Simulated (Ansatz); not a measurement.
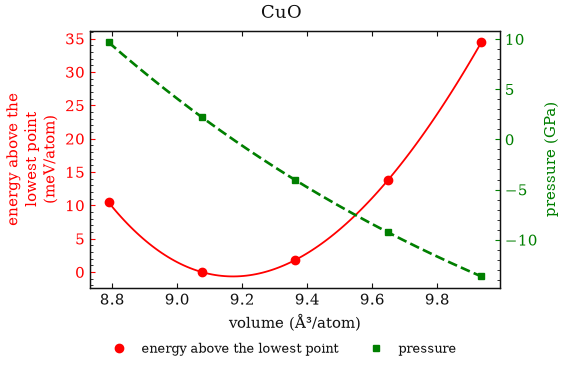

The figure shows the energy above the lowest point and pressure against volume for CuO, space group Fm-3m (No. 225) (one of a set of cubic test structures, which need not be the stable phase).

Calculation (Ansatz 0.2.0 development build): equation of state of a cubic crystal from periodic Kohn-Sham density functional theory without spin, third-order Birch-Murnaghan fit to the free energies; pressure corrected for the finite basis. Level: r2SCAN.

```csv
setting,value
structure type,rock salt
atoms in cell,2
space group number,225
lattice centring,face-centred primitive
k mesh,14×14×14
occupation method,Fermi–Dirac
occupation width,0.1 eV
wave cutoff,1050 eV
datasets,hand-made PAW
density tolerance,1e-09 eV
bands,17
density cutoff ratio,5
search for lower states,default
xc grid level,2
```

**What equilibrium volume and bulk modulus follow from the curve?**

A third-order Birch–Murnaghan fit gives V0 = 9.17 Å³/atom, B0 = 206 GPa and B′ = 4.7.

**Read off the course of the pressure.**

It falls from 9.7 GPa at volume 8.7887 Å³/atom to −13.7 GPa at 9.9351 Å³/atom, and changes sign near 9.18 Å³/atom.

Caveats: cubic model structure, not the ambient form; no spin polarisation, a magnetic state may lie lower.
